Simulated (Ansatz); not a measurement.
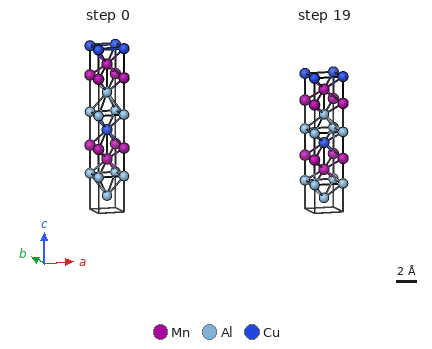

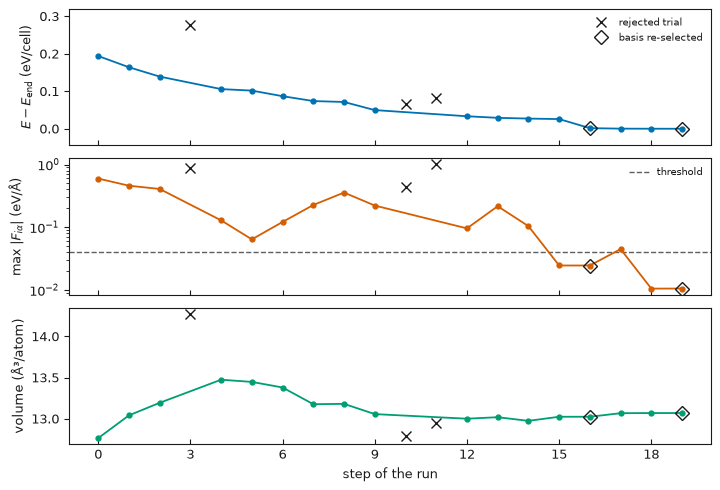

First and last geometry of a relaxation of crystalline Mn₂Al₂Cu (set up in I4mm) (coarse preliminary run), with the history of the run. Style: ball-and-stick. Shown: the conventional cell (2 times the calculation's cell), slightly off an axis. Lengths and directions refer to the drawn axes.

Theory: DFT PBE, scalar-relativistic, plane waves, PAW (Ansatz 0.2.0). Settings: plane-wave cutoff 420 eV; k-point mesh 8 × 8 × 8; occupations gaussian; smearing width 0.1 eV; collinear spin; cell and atoms relaxed; force threshold 0.04 eV/Å; at most 70 steps.

**Read the history and describe the run.**

It converged. Over 14 accepted moves (19 points after the start) the energy falls by 0.194 eV per cell of the calculation. Largest force component: 0.6 eV/Å at the start, 0.011 eV/Å at the end. Pressure: 3.82 GPa at the start and −0.07 GPa at the end. The line search rejected the trial steps at points 3, 10, 11 of the run. The SCF was repeated twice at an unchanged geometry on a basis and grid sized afresh for the cell, which shifted the energy by 24.2 meV per cell of the calculation at most. A Mn atom moves most relative to the cell: 0.15 Å along −c. Largest moves by element: Mn 0.15 Å, Cu 0.13 Å, Al 0.11 Å. The volume changes by +2.4 %, with a = b 2.737 → 3.060 Å (+11.8 %), c 17.038 → 13.962 Å (−18.1 %). Some distances before and after: Al–Mn 3.450 → 2.735 Å, Al–Al 2.737 → 3.060 Å, Cu–Cu 2.737 → 3.060 Å, Mn–Mn 2.737 → 3.060 Å. The space group stays I4mm (No. 107). The program noted that the starting moments weren't kept. The run may lie on a higher electronic state than the lowest, so the end point isn't shown to be the ground-state structure.
